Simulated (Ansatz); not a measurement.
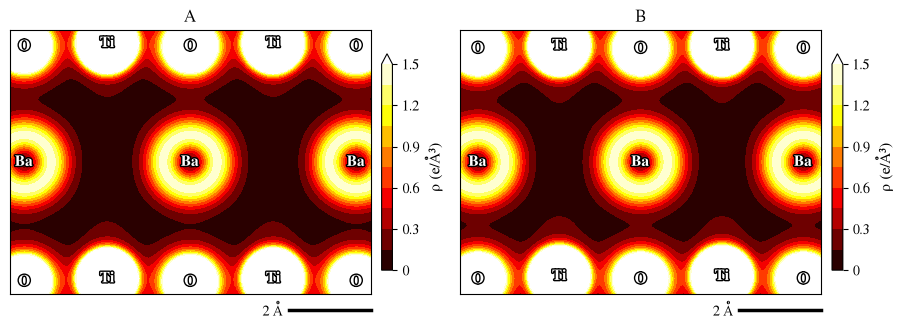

BaTiO3. The valence charge density (pseudo) of two cells that differ in size, on the (101) plane of each (indices in the axes of the calculation cell), at one length scale and on one colour scale; one has 12.6 and the other 13.4 Å³ an atom.

These are results of Kohn-Sham DFT of a periodic cell, PBE with D3(BJ), Ansatz PAW in Ansatz, not measurements.

In a PAW calculation such maps are meaningful between the atoms, not at the nuclei.

Q: Which panel shows the smaller cell, and what does the compression change?

A: Panel B is the smaller cell, by 6 % in volume. From the larger cell to the smaller, Ti–O goes from 2.03 to 1.99 Å, and the density at its midpoint from 0.59 to 0.65 e/Å³; Ba–O goes from 2.82 to 2.77 Å, and the density at its midpoint from 0.2 to 0.22 e/Å³; the pressure goes from −7 to 2.5 GPa; the Kohn–Sham gap goes from 1.8 eV to 2.0 eV.
